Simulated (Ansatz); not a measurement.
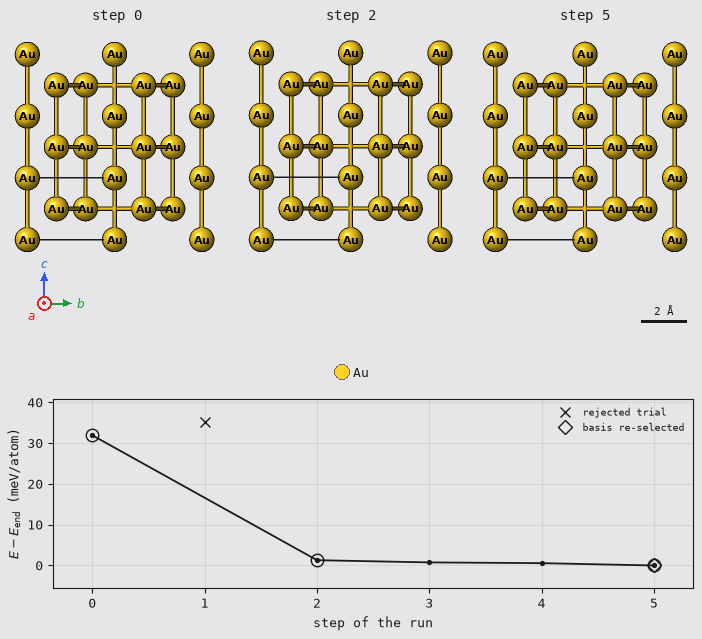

Frames of a relaxation of crystalline Au (a generated structure, set up in P6/mmm), marked on the history of the run. The picture is a ball-and-stick view of the cell of the calculation, repeated 1 × 2 × 3 with one cell outlined, seen along the a axis.

Phase: omega (AlB2-type).

All numbers below come from Ansatz, DFT, r2SCAN, plane waves (500 eV) with PAW, scalar-relativistic.

Input
```yaml
crystal:
  lattice:
    - [4.5761069469, 0.0, 0.0]
    - [-2.2880534735, 3.9630248665, 0.0]
    - [0.0, 0.0, 2.8051535585]
  atoms:
    - { symbol: Au, position: [0.0, 0.0, 0.0] }
    - { symbol: Au, position: [0.3333333333, 0.6666666667, 0.5] }
    - { symbol: Au, position: [0.6666666667, 0.3333333333, 0.5] }
hamiltonian:
  xc: r2scan
  pseudopotentials:
    kind: paw
    azcp:
      Au: "pseudopotentials/Au.paw.azcp"
basis:
  ecutwfc: 500
  fft_grid_basis: typed
kpoints:
  mp_grid: { grid: [8, 8, 11], shift: [0, 0, 0] }
magnetization:
  spin_polarized: false
scf:
  occupations: { method: fermi_dirac, width: 0.1 }
relax:
  max_steps: 60
  f_tol: 0.01
  cell: {}
```

Command:
```bash
ansatz run input.yaml --threads 1 --pin off --max-ram 3584MiB --backend cpu --events-out ev --progress --plain --runs-dir out
```

Q: Describe the path.

A: Over 3 accepted moves (5 points after the start) the energy falls by 31.9 meV per atom. All forces vanish by symmetry, so only the cell relaxes. The pressure goes from 9.68 to 0.01 GPa. The line search rejected the trial step at point 1 of the run. The SCF was repeated once at an unchanged geometry on a basis and grid sized afresh for the cell, which shifted the energy by 0.6 meV per atom at most. No atom moves by more than 0.005 Å relative to the cell. The drawn cell changes as follows: a = b 4.576 → 4.703 Å (+2.8 %), c 2.805 → 2.806 Å (0.0 %); the volume changes by +5.7 %. Near-neighbour distances that change, for instance: Au2–Au3 2.642 → 2.715 Å. The space group stays P6/mmm (No. 191). From step 0 to 2: volume +5.6 %, energy −30.6 meV per atom. From step 2 to 5: energy −1.3 meV per atom.

```csv
step,"E − E(0), meV/atom","pressure, GPa","volume, Å³/atom",note
0,0.00,9.68,16.957,
1,3.30,-8.07,19.159,rejected
2,-30.64,0.10,17.908,
3,-31.19,-0.08,17.927,
4,-31.37,-0.01,17.918,
5,-31.94,0.01,17.918,"same geometry, new basis"
```
